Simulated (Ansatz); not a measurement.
# Ta₄N₃: geometry relaxation (part 2 of 2)

Ta₄N₃ (I4/mmm, 7 atoms in the cell); DFT PBEsol, scalar-relativistic, plane waves, PAW, no spin polarisation (Ansatz 0.2.0); cutoff 420 eV, 12×12×12 k-mesh, Gaussian smearing of 0.1 eV. The structure derives from a Materials Project entry.

Geometry of the input (Å; fractional positions):
```
-2.1786  2.1786  4.2733
2.1786  -2.1786  4.2733
2.1786  2.1786  -4.2733
Ta -0.0000  0.5000  0.5000
Ta 0.2611  0.2611  0.0000
Ta 0.5000  0.0000  0.5000
Ta 0.7389  0.7389  -0.0000
N  0.7500  0.2500  0.5000
N  0.0000  0.0000  0.0000
N  0.2500  0.7500  0.5000
```

## Output, continued
```
--- Forces (eV/Å), atoms counted from 1 ---
  atom   1  Ta     0.00000000     0.00000000     0.00000000
  atom   2  Ta     0.00000000     0.00000000     0.00100990
  atom   3  Ta     0.00000000     0.00000000     0.00000000
  atom   4  Ta     0.00000000    -0.00000000    -0.00100990
  atom   5  N      0.00000000    -0.00000000     0.00000000
  atom   6  N     -0.00000000     0.00000000     0.00000000
  atom   7  N      0.00000000     0.00000000     0.00000000
  max |Σ_I F_I| component: 4.34e-18 eV/Å
--- Stress (GPa, compression-positive) ---
       -0.035864       0.000000       0.000000
        0.000000      -0.035864       0.000000
        0.000000       0.000000      -0.019592
  P = ⅓ Tr σ = -0.0304 GPa (-0.304 kbar)
--- Band table (eV; the first three rows and the last of 163) ---
  k-point 0: bands = ["-48.0423", "-47.9949", "-47.4946", "-47.4580", "-14.9408", "-14.9408", "-14.8414", "-14.5782", "-14.5782", "-14.4335", "-14.3641", "-14.3641", "-14.2854", "-13.9826", "-13.6459", "-13.6459", "2.4947", "3.8516", "4.2074", "13.5272", "14.1933", "14.3143", "14.3143", "15.3365", "15.3365", "15.6808", "15.8962", "16.4667", "16.9281", "16.9281", "19.4892", "19.4892", "19.7834", "20.1215", "20.1215", "21.6422", "21.7096", "21.7096", "22.0081", "24.0476", "24.0920"]
  k-point 1: bands = ["-48.0405", "-47.9963", "-47.4936", "-47.4594", "-14.9685", "-14.9135", "-14.8219", "-14.6115", "-14.5712", "-14.5029", "-14.3400", "-14.3136", "-14.2661", "-13.9941", "-13.6701", "-13.6409", "2.6051", "3.9335", "4.2790", "13.3543", "13.8024", "14.2710", "14.3866", "15.0171", "15.2346", "15.6561", "15.9892", "16.4010", "16.5469", "17.0054", "19.4333", "19.5669", "19.6794", "20.0504", "20.4321", "21.7199", "21.7243", "22.1541", "22.2533", "23.8283", "24.4563"]
  k-point 2: bands = ["-48.0358", "-48.0002", "-47.4906", "-47.4631", "-15.0370", "-14.8418", "-14.7627", "-14.7016", "-14.6035", "-14.5519", "-14.2752", "-14.2718", "-14.2204", "-14.0279", "-13.7274", "-13.6257", "2.9170", "4.1622", "4.4804", "12.9258", "13.0834", "14.1377", "14.3225", "14.3760", "14.9150", "15.0887", "15.7500", "16.1447", "16.3107", "17.5713", "19.2989", "19.7176", "19.7968", "19.9736", "21.0809", "21.8043", "21.8288", "22.7496", "23.1092", "23.4359", "24.3612"]
  k-point 162: bands = ["-48.0378", "-47.9953", "-47.4989", "-47.4582", "-15.0304", "-15.0304", "-14.5380", "-14.5380", "-14.5275", "-14.4290", "-14.3656", "-14.2923", "-14.2923", "-14.2441", "-13.6613", "-13.6613", "3.3542", "3.5767", "3.6732", "12.7279", "14.3634", "14.8157", "14.8157", "15.8060", "15.8060", "15.8845", "16.3847", "16.3847", "16.6722", "16.7564", "16.7564", "16.9930", "17.9226", "21.6365", "21.6365", "22.2723", "23.2185", "23.5778", "23.5778", "23.7983", "24.0151"]
--- Relaxed structure (3 steps of the walk, 3 accepted, 1 SCFs on fresh bases) ---
  F+E_penalty+E_count = -40369.12615003 eV   max|allowed force component| = 1.010e-3 eV/Å   (the final SCF, on the basis selected at the relaxed cell)
  cell:  # Å, volume = 81.1155 Å³
    - [-2.1785721926394532, 2.1785721926394532, 4.272675981874437]
    - [2.1785721926394532, -2.1785721926394532, 4.272675981874437]
    - [2.1785721926394532, 2.1785721926394532, -4.272675981874437]
  atoms:
    - { symbol: Ta, position: [-4.4399211528519466e-37, 0.5, 0.5] }
    - { symbol: Ta, position: [0.2607537443825833, 0.2607537443825833, -5.394743504940457e-37] }
    - { symbol: Ta, position: [0.5, 2.0585273497213333e-36, 0.5] }
    - { symbol: Ta, position: [0.7392462556174164, 0.7392462556174164, 9.554256585852054e-36] }
    - { symbol: N, position: [0.7500000000000001, 0.24999999999999992, 0.5000000000000001] }
    - { symbol: N, position: [-1.4799737176173158e-36, 1.0273484223126866e-35, 8.79351050550955e-36] }
    - { symbol: N, position: [0.24999999999999992, 0.7500000000000001, 0.5000000000000001] }
```

## Trajectory as extended XYZ (Å, eV, eV/Å), 4 frames, from step=1 to step=4
```
7
Lattice="-2.1786 2.1786 4.2733 2.1786 -2.1786 4.2733 2.1786 2.1786 -4.2733" Properties=species:S:1:pos:R:3:forces:R:3 step=1 energy=-40369.12607 pressure_GPa=-0.09
Ta    2.1786    0.0000    0.0000    0.0000   0.0000   0.0000
Ta    0.0000    0.0000    2.2314    0.0000   0.0000  -0.0263
Ta    0.0000    2.1786    0.0000    0.0000   0.0000   0.0000
Ta    0.0000    0.0000    6.3152    0.0000   0.0000   0.0263
N     0.0000    2.1786    2.1367    0.0000   0.0000   0.0000
N     0.0000    0.0000    0.0000    0.0000   0.0000   0.0000
N     2.1786    0.0000    2.1367    0.0000   0.0000   0.0000
7
Lattice="-2.1784 2.1784 4.2730 2.1784 -2.1784 4.2730 2.1784 2.1784 -4.2730" Properties=species:S:1:pos:R:3:forces:R:3 step=2 energy=-40369.12619 pressure_GPa=-0.01
Ta    2.1784    0.0000    0.0000    0.0000   0.0000   0.0000
Ta    0.0000    0.0000    2.2294    0.0000   0.0000  -0.0088
Ta    0.0000    2.1784    0.0000    0.0000   0.0000   0.0000
Ta    0.0000    0.0000    6.3167    0.0000   0.0000   0.0088
N     0.0000    2.1784    2.1365    0.0000   0.0000   0.0000
N     0.0000    0.0000    0.0000    0.0000   0.0000   0.0000
N     2.1784    0.0000    2.1365    0.0000   0.0000   0.0000
7
Lattice="-2.1786 2.1786 4.2727 2.1786 -2.1786 4.2727 2.1786 2.1786 -4.2727" Properties=species:S:1:pos:R:3:forces:R:3 step=3 energy=-40369.12618 pressure_GPa=-0.03
Ta    2.1786    0.0000    0.0000    0.0000   0.0000   0.0000
Ta    0.0000    0.0000    2.2282    0.0000   0.0000   0.0010
Ta    0.0000    2.1786    0.0000    0.0000   0.0000   0.0000
Ta    0.0000    0.0000    6.3171    0.0000   0.0000  -0.0010
N     0.0000    2.1786    2.1363    0.0000   0.0000   0.0000
N     0.0000    0.0000    0.0000    0.0000   0.0000   0.0000
N     2.1786    0.0000    2.1363    0.0000   0.0000   0.0000
7
Lattice="-2.1786 2.1786 4.2727 2.1786 -2.1786 4.2727 2.1786 2.1786 -4.2727" Properties=species:S:1:pos:R:3:forces:R:3 step=4 energy=-40369.12615 pressure_GPa=-0.03
Ta    2.1786    0.0000    0.0000    0.0000   0.0000   0.0000
Ta    0.0000    0.0000    2.2282    0.0000   0.0000   0.0010
Ta    0.0000    2.1786    0.0000    0.0000   0.0000   0.0000
Ta    0.0000    0.0000    6.3171    0.0000   0.0000  -0.0010
N     0.0000    2.1786    2.1363    0.0000   0.0000   0.0000
N     0.0000    0.0000    0.0000    0.0000   0.0000   0.0000
N     2.1786    0.0000    2.1363    0.0000   0.0000   0.0000
```

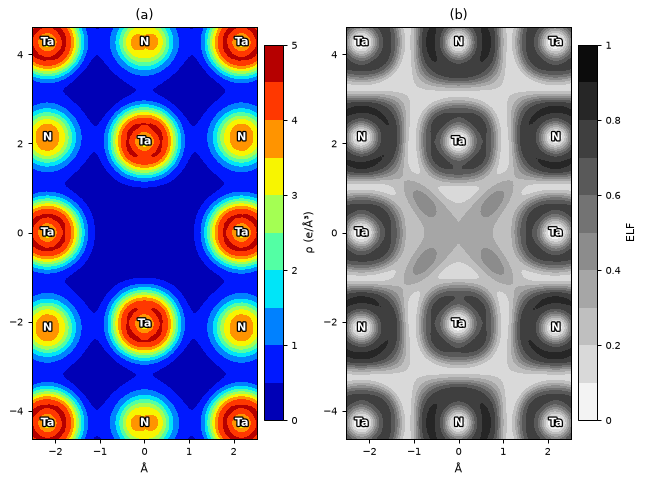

**Figure 1.** (a) valence pseudo-density; (b) electron localisation function on the (010) plane of the conventional cell. Ta–N (2.14 Å): ρ is about 0.63 e/Å³ halfway; the ELF peaks at about 0.80 in the valence shell of N, 0.6 Å from its nucleus, and drops to about 0.15 between the two atoms (no shared pair; the contact is polar). Ta–Ta (2.99 Å): the density is about 0.29 e/Å³ at the midpoint; the ELF is about 0.35 at the midpoint; no shared electron pair. Ta–N (2.18 Å): ρ is about 0.58 e/Å³ halfway; the ELF is about 0.20 at the midpoint; no shared pair; the contact is polar. Ta–N (2.23 Å): ρ at the midpoint is about 0.53 e/Å³; the ELF is about 0.20 at the midpoint; no shared pair; the contact is polar. Away from the nuclei the density in this plane falls to 0.16 e/Å³ at its lowest. The strong features right at Ta lie inside the PAW spheres (semicore, d or f shells) and say nothing about bonding. In a PAW calculation such maps are meaningful between the atoms, not at the nuclei.

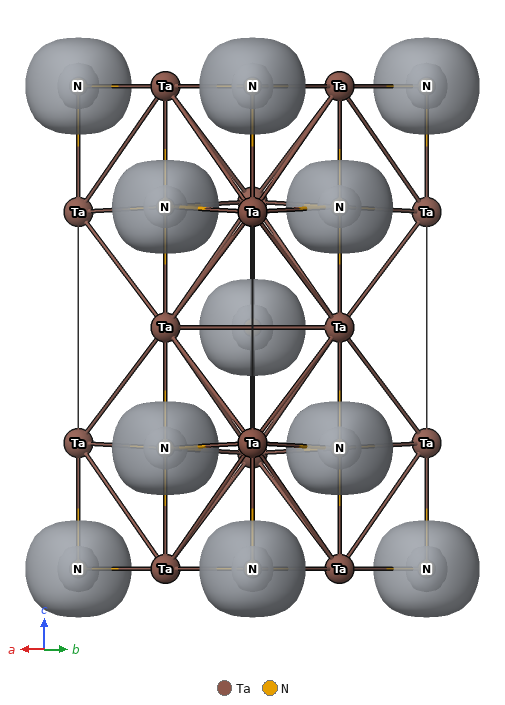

**Figure 2.** Isosurface of the ELF at 0.6 (grey), seen along [110]. Core shells and regions of very low density are left out. Sticks mark near contacts. The outline is the cell set on symmetry axes. Values along the shortest contacts: Ta–N (2.14 Å): the ELF peaks at about 0.80 in the valence shell of N, 0.6 Å from its nucleus, and drops to about 0.15 between the two atoms; no shared pair; the contact is polar. Ta–Ta (2.99 Å): the ELF is about 0.35 at the midpoint (no localised pair between them).

## Summary

```json
{"quantity": "outcome", "value": "converged"}
{"quantity": "space group (tolerance 0.01 Å)", "value": "I4/mmm (139)"}
{"quantity": "electrons treated", "value": "67"}
{"quantity": "free energy", "value": "−40369.1262 eV"}
{"quantity": "Fermi energy", "value": "20.729 eV"}
{"quantity": "gap on the k-point mesh", "value": "none (metallic)"}
{"quantity": "pressure", "value": "−0.03 GPa"}
{"quantity": "final volume", "value": "81.12 Å³"}
{"quantity": "largest force (length of the vector) at the end", "value": "0.001 eV/Å"}
{"quantity": "final cell", "value": "a = 5.268 Å, b = 5.268 Å, c = 5.268 Å, α = 131.14°, β = 131.14°, γ = 71.59°"}
{"quantity": "hardware", "value": "2 threads of AMD EPYC (Zen 5), 16 GiB of memory available, shared host"}
{"quantity": "wall time", "value": "18 s (CPU time 35 s)"}
{"quantity": "peak memory", "value": "0.72 GiB"}
```

## Notes

Spin–orbit coupling is left out, which matters for Ta. The cell holds an odd number of electrons but the run has no spin polarisation, so a band is left half filled.
